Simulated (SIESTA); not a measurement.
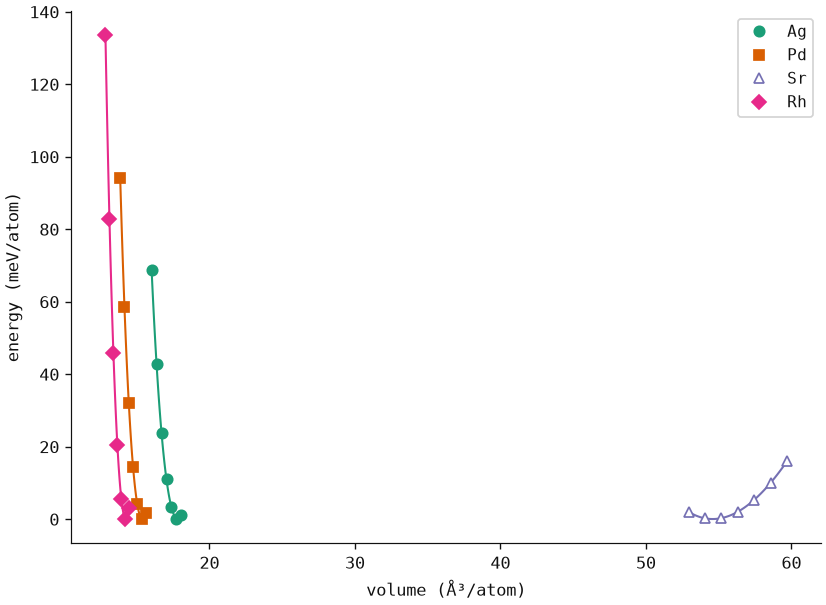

The figure shows the energy against volume, with one curve for each element, for Ag, Pd, Rh and Sr (all in space group Fm-3m (No. 225)).

How it was computed, with SIESTA 5.4.2: DFT in numerical atomic orbitals with pseudopotentials, no spin polarisation; energies at scaled volumes of the given cell, shape and fractions fixed, counted from the fit's minimum, third-order Birch-Murnaghan fit. Level: PBE.

| setting | value |
| --- | --- |
| occupations | Fermi–Dirac |
| smearing width | 0.05 eV |
| potentials | PseudoDojo 0.4 standard, converted to PSML, two zetas on semicore shells |

Settings that differ: Ag: k mesh 11×11×11; Pd: k mesh 12×12×12; Sr: k mesh 8×8×8; Rh: k mesh 12×12×12.

Q: Order the curves by fitted equilibrium volume, smallest first.

A: Rh 14.253, Pd 15.391, Ag 17.824, Sr 54.583 Å³/atom.

Q: Order the curves by fitted bulk modulus, smallest first.

A: Sr 12.3, Ag 91.6, Pd 155.3, Rh 254.5 GPa.

Keep in mind: mulliken charges of long orbitals; short basis over semicore shells (Ag).

The computed values:

Ag:
```csv
volume (Å³/atom),energy (meV/atom)
16.03,68.60
16.37,42.70
16.71,23.59
17.05,10.93
17.39,3.28
17.73,0.06
18.07,0.97
```

Pd:
```csv
volume (Å³/atom),energy (meV/atom)
13.865,94.18
14.160,58.46
14.455,31.96
14.750,14.22
15.045,4.07
15.340,0.10
15.635,1.78
```

Sr:
```csv
volume (Å³/atom),energy (meV/atom)
52.94,1.99
54.07,0.19
55.19,0.25
56.32,2.02
57.45,5.30
58.57,9.98
59.70,15.93
```

Rh:
```csv
volume (Å³/atom),energy (meV/atom)
12.85,134
13.12,83
13.40,46
13.67,21
13.94,6
14.22,0
14.49,3
```
